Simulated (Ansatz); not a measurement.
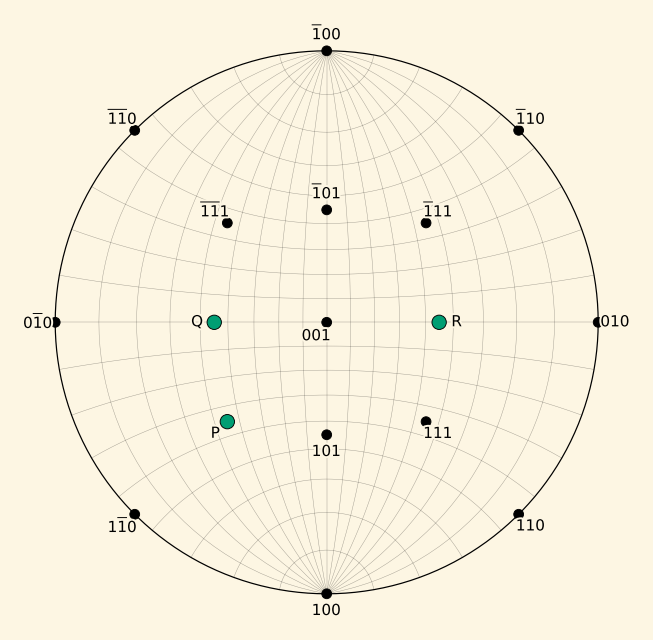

Stereographic projection of plane normals (upper hemisphere) centred on (0 0 1). Crystal: CsH, the end point of a relaxation with DFT LDA, scalar-relativistic, plane waves, PAW in Ansatz 0.2.0. Geometry calculated from the standardised cell; symmetry tolerance 0.002 Å.

a = 3.582 Å, b = 3.582 Å, c = 3.582 Å, α = 90.00°, β = 90.00°, γ = 90.00°.

Index the poles marked P, Q, R.

P is (1 −1 1), 54.7° from the centre; Q is (0 −1 1), 45.0° from the centre; R is (0 1 1), 45.0° from the centre.

What is the angle between the normals of (0 0 1) and (−1 1 1), and what are their d_hkl = 1/|g|?

54.7°; d = 3.582 Å and 2.068 Å.
